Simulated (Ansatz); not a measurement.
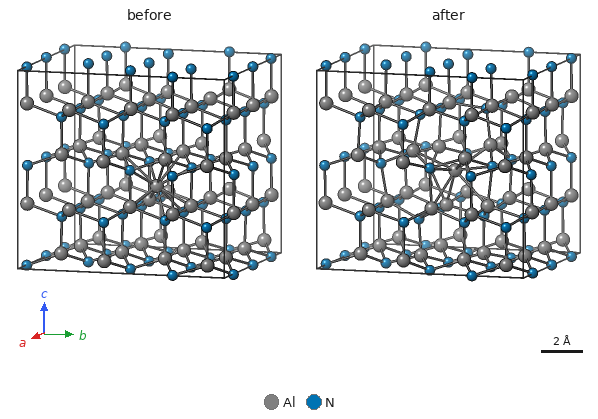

The structure of a defect cell of composition Al$_{49}$N$_{48}$ (cell charge −1) before (left) and after (right) a relaxation, at one scale.

Style: ball-and-stick. Shown: the cell of the calculation (origin shifted), slightly off an axis.

The atoms of the start lie slightly off their symmetric places, so part of the fall in energy undoes that.

Theory: DFT, PBEsol, PAW, plane waves in Ansatz. Set-up: plane-wave cutoff 420 eV; k-point mesh 1 × 1 × 1; mesh shifted by (0.25, 0.25, 0.25); no spin polarisation; atoms relaxed in a fixed cell; force threshold 0.03 eV/Å; at most 80 steps.

Question: Describe what moved and what it gained.

Answer: The largest move is that of an N atom, 0.98 Å roughly along [1 −3 −1]. By element the largest moves are N 0.98 Å, Al 0.85 Å. The cell doesn't change. Some distances before and after: Al–N 1.862 → 3.321 Å, Al–N 2.353 → 3.285 Å, Al–N 2.318 → 3.050 Å, Al–N 2.330 → 2.935 Å. Bonds break, among them: Al–N (1.86 → 3.32 Å). Bond angles that change, for instance: Al–N–Al 170.1° → 117.1°, Al–Al–N 169.9° → 137.0°, Al–Al–N 129.4° → 103.8°. After 17 geometry steps the energy has fallen by 7.567 eV per cell of the calculation. The largest force component goes from 8.1 to 0.021 eV/Å. Cost: 16 s on 1 × NVIDIA GB200 with 8 threads of Arm Neoverse-V2, peak memory 1.9 GiB.

Limits of the set-up: the cell is charged, on a uniform background, and energies carry no finite-size correction.
